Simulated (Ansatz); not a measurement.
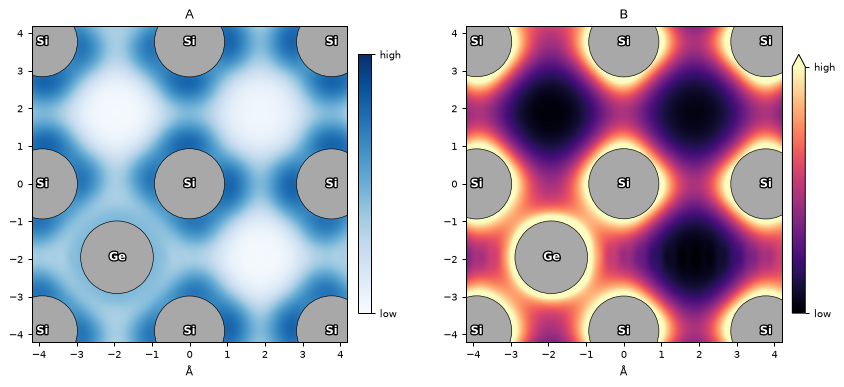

Si$_{16}$Ge (cell with a defect): 2 fields on the (110) plane of the calculation cell, with unlabelled colour scales. Grey discs cover the atomic cores.

PAW files of the earlier set (soft_1).

Theory: DFT PBE, scalar-relativistic, plane waves, PAW (Ansatz 0.2.0).

### Which field does each panel show? The fields are: electron localisation function and valence pseudo-density.

Panel A: electron localisation function. Panel B: valence pseudo-density.
